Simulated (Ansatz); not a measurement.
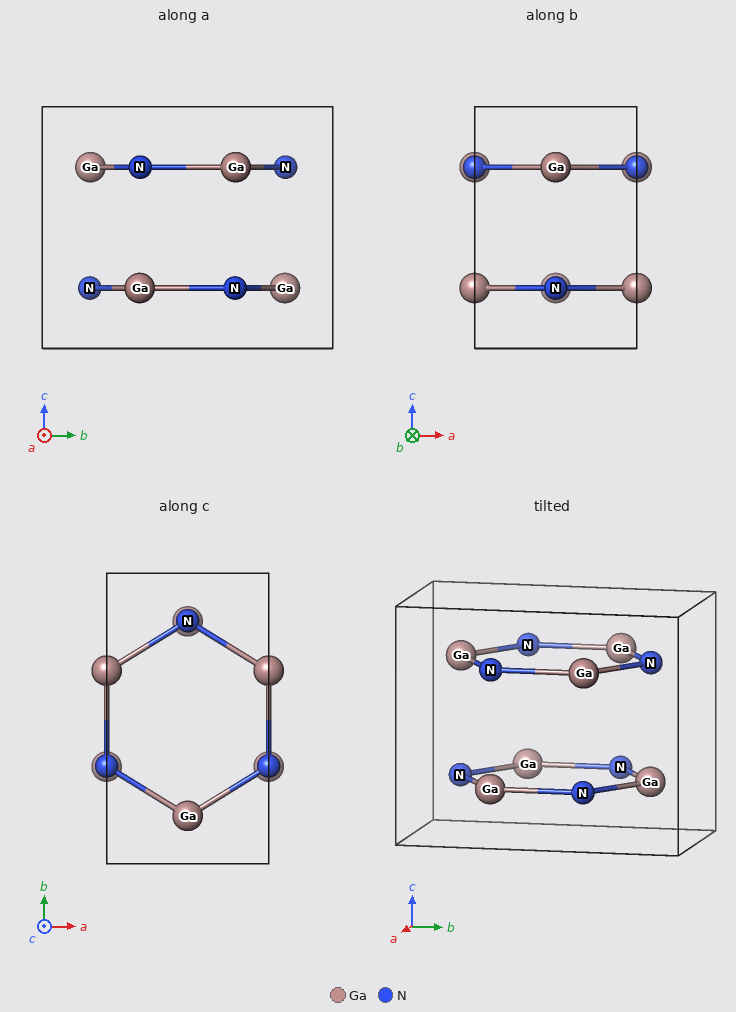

Shown here is a ball-and-stick view of the crystal, taken along the a axis, along the b axis, along the c axis and slightly off an axis. The frame is the conventional unit cell; atoms at its boundary are shown with their periodic copies.

Lattice parameters: a = 3.188 Å, b = 5.716 Å, c = 4.756 Å, α = 90.00°, β = 90.00°, γ = 90.00°. Put a along x and b in the xy plane.

Q: Reconstruct the structure as a POSCAR file, with free fractional coordinates to two decimals.

A:
```
Ga N
1.0
     3.188    0.000    0.000
     0.000    5.716    0.000
     0.000    0.000    4.756
Ga N
4 4
Direct
  0.00 0.33 0.25
  0.50 0.17 0.75
  0.50 0.83 0.25
  0.00 0.67 0.75
  0.50 0.16 0.25
  0.00 0.34 0.75
  0.00 0.66 0.25
  0.50 0.84 0.75
```

The cell started as a structure type filled with these elements by a generator (whether the compound takes this form wasn't checked). The cell was then strained or its atoms displaced on purpose. It went into a calculation with Ansatz.

At this level of theory the cell isn't at rest (compressed, at 9 GPa), so its distances can differ from those at equilibrium, the more so the softer the solid.
